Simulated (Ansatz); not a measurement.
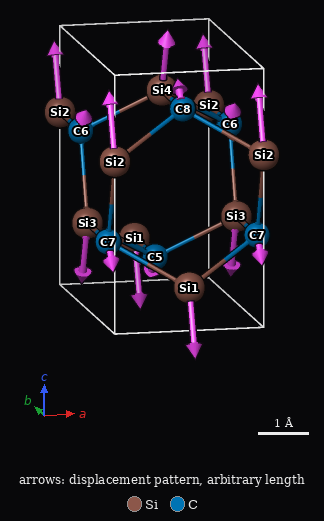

Phonons of a crystal of SiC, space group P6₃mc (No. 186), at the zone centre of a doubled cell. The levels lie at 257 (×2), 257, 337, 358, 429, 539, 543, 584, 730, 741, 743 (×2), 749, 754, 764, 779 (×2), 815, 823, 834 cm⁻¹. One mode is drawn. Displacements are drawn as pink arrows; their common scale and sign are arbitrary. A ball-and-stick model of the cell of the calculation, seen slightly off an axis.

Theory: DFT PBE, scalar-relativistic, plane waves, PAW in Ansatz. (plane-wave cutoff 420 eV; k-point mesh 10 × 6 × 6; occupations gaussian; smearing width 0.05 eV; no spin polarisation)

Frequencies are those without the non-analytic (LO–TO) term.

### To which level does it belong?

The level at 539 cm⁻¹. This is a non-degenerate mode, level 6 of 18, counted from below (the three translations aside). Atoms of one kind move against one another, with no net shift of any sublattice; the kinetic energy is shared as Si 93 %, C 7 %. It changes sign from one half of the doubled cell to the other: it belongs to the zone boundary, q = (0, 1/2, 0) in the reciprocal vectors of the undoubled cell.
